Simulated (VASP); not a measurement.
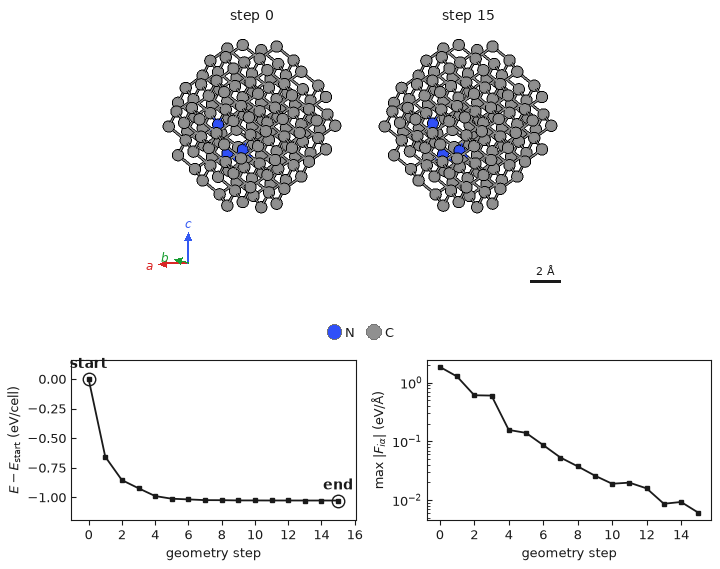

First and last geometry of a relaxation of a defect cell of composition C212N3, with the history of the run. The picture is a ball-and-stick view of the atoms within 5.8 Å of the atom that moves most (axes of the cell of the calculation), seen from a free direction.

The run lets the atoms move in a fixed cell.

All numbers below come from VASP, Kohn-Sham DFT of a periodic cell, PBE, VASP PAW PBE potentials, recommended.

Input file:
```
PREC = Accurate ; ENCUT = 420
EDIFF = 1E-5 ; ISMEAR = 0
SIGMA = 0.01 ; LREAL = Auto
LASPH = True ; NELM = 80
ALGO = Fast ; ISIF = 2
LWAVE = False ; LCHARG = False
ISPIN = 2 ; MAGMOM = 0 0 0 0 0 0 0 0 0 0 0 0 0 0 0 0 0 0 0 0 0 0 0 0 0 0 0 0 0 0 0 0 0 0 0 0 0 0 0 0 0 0 0 0 0 0 0 0 0 0 0 0 0 0 0 0 0 0 0 0 0 0 0 0 0 0 0 0 0 0 0 0 0 0 0 0 0 0 0 0 0 0 0 0 0 0 0 0 0 0 0 0 0 0 0 0 0 0 0 0 0 0 0 0 0 0 0 0 0 0 0 0 0 0 0 0 0 0 0 0 0 0 0 0 0 0 0 0 0 0 0 0 0 0 0 0 0 0 0 0 0 0 0 0 0 0 0 0 0 0 0 0 0 0 0 0 0 0 0 0 0 0 0 0 0 0 0 0 0 0 0 0 0 0 0 0 0 0 0 0 0 0 0 0 0 0 0 0 0 0 0 0 0 0 0 0 0 0 1 0 0 0 0 0 0 0 0 0 0 0 0 0 0 0 0
LORBIT = 11 ; NUPDOWN = 1
GGA = PE ; IBRION = 2
NSW = 40 ; EDIFFG = -0.01
NELECT = 863 ; ISYM = 0
NCORE = 1 ; LUSENCCL = False
```

Command:
```bash
cat potpaw_PBE.64/N/POTCAR potpaw_PBE.64/C/POTCAR > POTCAR
mpirun -np 1 vasp_gam > vasp.out
```

**Did the run converge, and what did it change?**

It converged. The energy falls by 1.026 eV per cell of the calculation in 15 geometry steps. Largest force component: 1.9 eV/Å at the start, 0.0061 eV/Å at the end. The atom that moves furthest is a C atom (0.14 Å along [−1 −1 1]). Largest moves by element: C 0.14 Å, N 0.12 Å. The cell stays as it was. Near-neighbour distances that change, for instance: C–N 1.547 → 1.477 Å, C–C 1.547 → 1.490 Å, C–C 1.547 → 1.567 Å, C–C 1.547 → 1.536 Å. Bond angles that change, for instance: C–C–C 109.5° → 114.4°, C–C–C 109.5° → 104.7°, C–N–C 109.5° → 113.1°. It ran on 1 × NVIDIA H100 80GB with 1 thread of AMD EPYC 7R13 Processor (Zen 3) (shared host).
